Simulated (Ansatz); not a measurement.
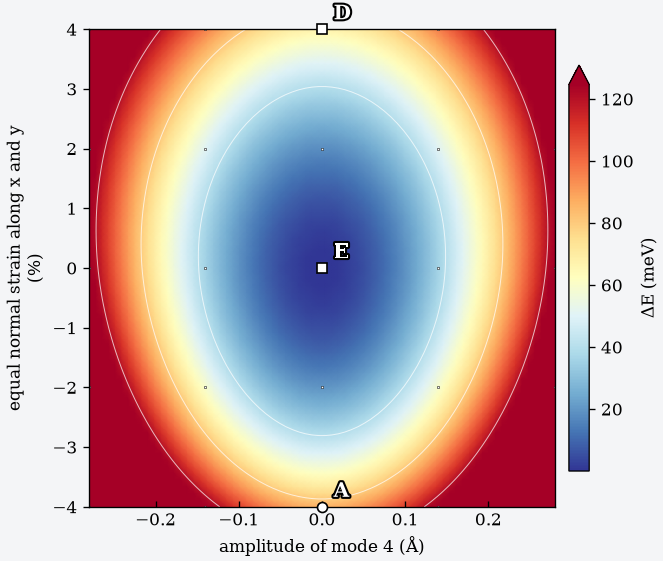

Cu (Cmcm, No. 63; 2 atoms in the cell). The energy is mapped over a normal mode and a strain (zone-centre modes of the 2-atom cell of this scan) (x along [1 0 0], y along [0 1 0], z along [0 0 1] of the conventional cell). The first coordinate is: amplitude of mode 4 (91 cm⁻¹), largest displacement in the unstrained cell; the second: equal normal strain along x and y. Nothing is relaxed (the pattern is fixed in fractional coordinates). Grid: 5 × 5 points; 15 points were computed and 10 follow by symmetry. Points are written as (first, second). Energies are in meV per cell, from the lowest grid point. The calculation used DFT PBE, scalar-relativistic, plane waves, PAW (Ansatz 0.2.0). Settings: cutoff 520 eV, k-mesh 18×18×18, gaussian smearing 0.15 eV, no spin polarisation.

In the figure: a smooth colour map with a few white contour lines, dots at the grid points, one colour for all values above the top of the scale, lettered points. Between grid points the surface is interpolated.

Question: Is E the lowest point of the computed grid?

Answer: Yes. E, at (0.00 Å, 0 %), has the lowest energy of the grid.

Question: Rank the lettered points by energy, lowest first.

Answer: E (0 meV), D (67 meV), A (86 meV).

PAW datasets: the set soft_1.
